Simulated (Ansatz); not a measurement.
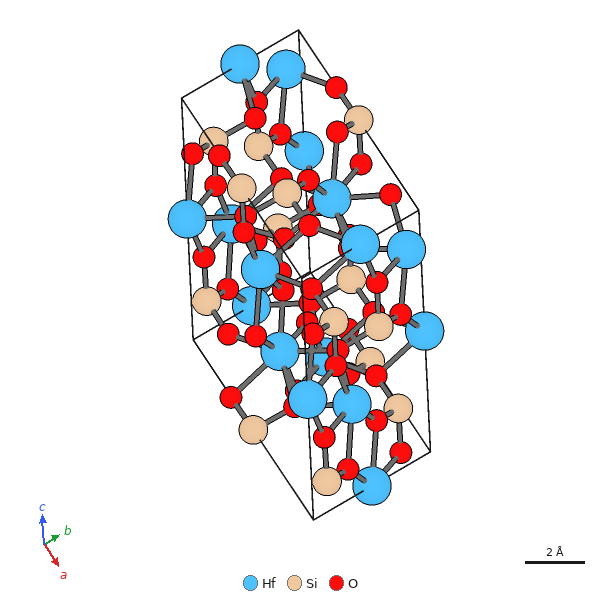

This ball-and-stick model is shown slightly off an axis. The lines enclose the supercell; boundary atoms appear with their images. The host is HfSiO4, in a cell of 48 sites, and the cell is neutral.

> Name the defect and give its surroundings.

A silicon vacancy. Around the empty site lie four O at about 1.8 Å.

Level of theory and settings: DFT PBE, scalar-relativistic, plane waves, PAW (Ansatz 0.2.0), a 420 eV plane-wave basis, a 2×2×2 mesh of k-points, Gaussian smearing of 0.01 eV, collinear spins.

> Is there a net moment in the defective cell?

Yes, 4.0 μB in the cell.

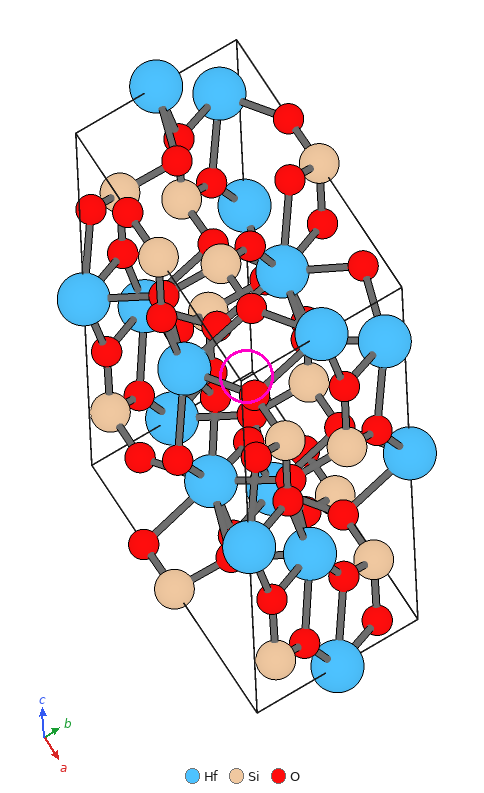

The same cell with a ring at the defect's site.

The atoms were relaxed in the host's cell with DFT PBE, scalar-relativistic, plane waves, PAW in Ansatz.
